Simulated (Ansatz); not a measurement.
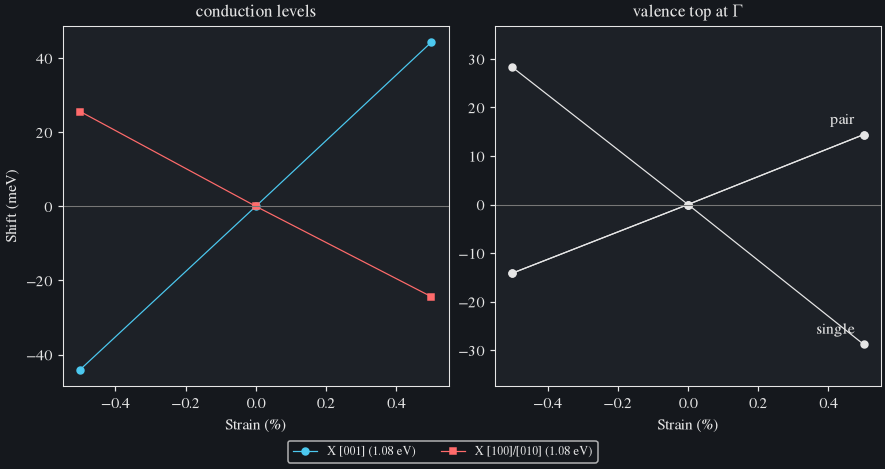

Shifts of the lowest conduction level at the points named, against the centre of the valence top at Γ (unstrained energies in the legend), and the splitting of that top about its centre. Directions are on the cubic axes. The lowest empty level at Γ is degenerate or close to the next one, and isn't followed.

System: antifluorite-type Be2C, space group Fm-3m (No. 225), 3 atoms in the primitive cell, in a cell relaxed beforehand; cubic a = 4.311 Å. Here the cell is stretched along z by ±0.5 %, with x and y held, and the atoms are carried along without relaxing. Level of theory: PBEsol, Ansatz PAW set, no spin polarisation, no spin-orbit coupling, 8×8×8 k mesh, 420 eV cutoff, fixed occupations; code Ansatz 0.2.0.

How fast does each conduction level move?

Answer. For each 1 % of strain: +88 meV at X [001] and −50 meV at X [100]/[010].

What shear deformation potential follows for the X valleys?

Answer. For the X valleys E[001] − E[100] = Ξu (εzz − εxx), and the splitting is +138 meV for 1 %, so Ξu = 13.8 eV.

How does the valence top split?

Answer. The threefold valence top splits at 86 meV for each 1 % of strain; under tension the single level lies below the pair. With E(single) − E(pair) = 3b (εzz − εxx), b = −2.85 eV.

The PAW data sets were made with another functional. LDA, GGA and most meta-GGA functionals understate gaps. Spin-orbit coupling, left out here, splits this threefold top even without strain.
